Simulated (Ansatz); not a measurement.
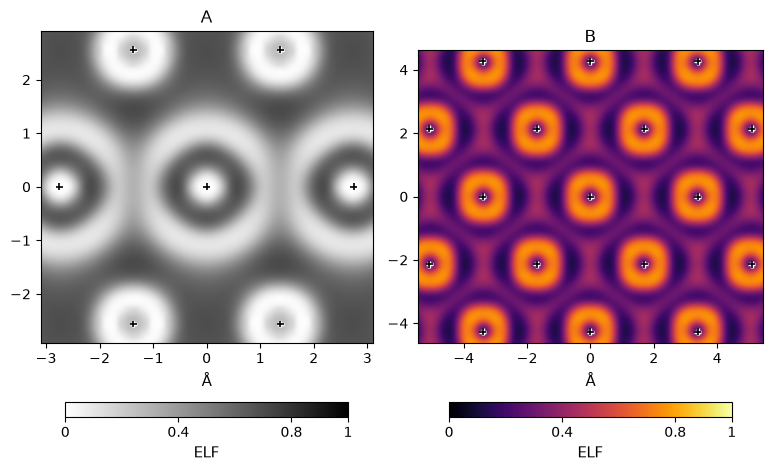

The ELF of 2 systems, each on a plane through atoms (crosses mark nuclei in the plane).

Theory: Ansatz, DFT PBEsol, scalar-relativistic, plane waves, PAW.

System 1: Mo, the (110) plane of the conventional cell. Space group I4/mmm; changed on purpose from its base cell (strain -0.040 along x and y, +0.080 along z, atoms carried along); computed without spin polarisation.

System 2: TiAl, the (011̄) plane of the conventional cell. Space group P4/mmm; computed pressure about −4 GPa in this cell; computed without spin polarisation.

```xyz
2
Lattice="2.7486 0.0000 0.0000 0.0000 2.7486 0.0000 0.0000 0.0000 4.3254" Properties=species:S:1:pos:R:3 pbc="T T T"
Ti    0.0000    0.0000    0.0000
Al    1.3743    1.3743    2.1627
```

**Match each panel to its system.**

Panel A is system 2, TiAl: the plane holds Ti and Al. Al–Al (2.75 Å): the ELF peaks at about 0.70 between the atoms. Panel B is system 1, Mo: the plane holds Mo. Mo–Mo (2.73 Å): the ELF is about 0.30 at the midpoint (no localised pair shows between them).
